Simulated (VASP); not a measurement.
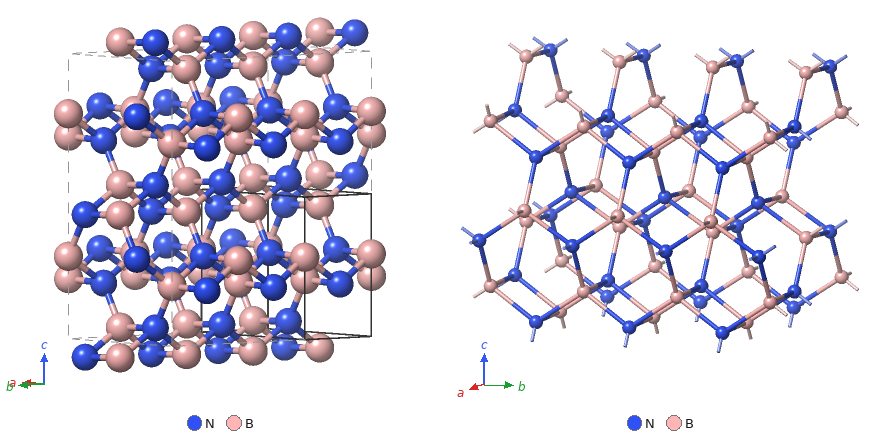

Left: the structure. Right: its underlying net. Nodes are coloured by element. Edges to nodes outside the piece are drawn as stubs.

BN (space group Pnma, No. 62): a cell listed in the Materials Project, as set up for an electronic-structure calculation.

Bonds are taken as B–N below 1.9 Å. Simplification: prune 0- and 1-connected atoms, fold 2-connected ones into links.

The result is a uninodal 4-connected, three-periodic net: N and B are 4-connected nodes. It is a single net, without interpenetration.

```json
{"node": "N and B", "links": "4", "point symbol": "4²·6³·8", "coordination sequence": "4 10 21 36"}
```
